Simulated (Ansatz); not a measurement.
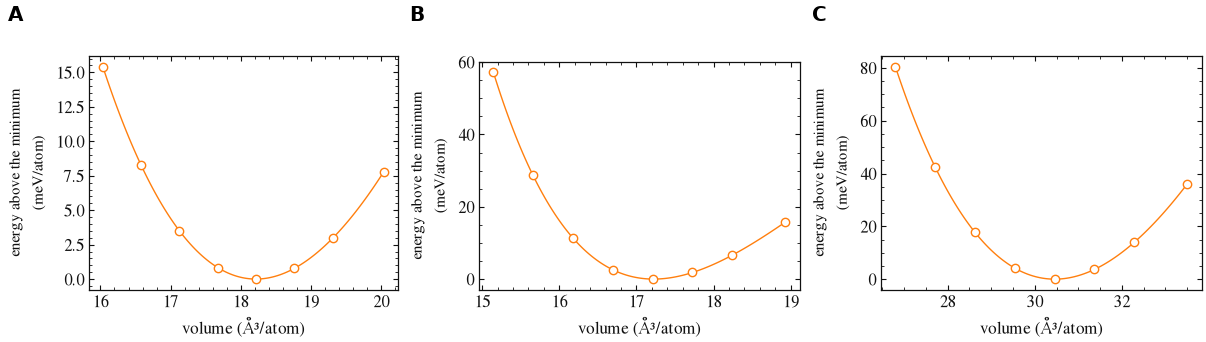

Each panel shows the energy above the minimum against volume for one of these solids: Li, Fm-3m (No. 225); MoS₂, R3m (No. 160); Pb, I4/mmm (No. 139).

Method: third-order Birch-Murnaghan fit to density functional energies at scaled volumes of the given relaxed cell, shape and atoms relaxed at each volume; energies count from the fitted minimum; plane waves with PAW datasets, Γ-centred k mesh (Ansatz 0.2.0). Level: PBE with D3(BJ), no spin polarisation.

**Match the panels to the solids.**

A is Li (energy above the minimum from 0.0 meV/atom to 15.4 meV/atom, V0 18.22 Å³/atom, B0 15.7 GPa); B is MoS₂ (energy above the minimum from −0.1 meV/atom to 57.2 meV/atom, V0 17.22 Å³/atom, B0 44.7 GPa); C is Pb (energy above the minimum from 0.0 meV/atom to 80.5 meV/atom, V0 30.46 Å³/atom, B0 45.8 GPa).

For MoS₂, limits of the calculation: a crossing between the sampled k points may be missed; pressure derivative unusual.

For Pb, limits of the calculation: structure snapped to symmetry.
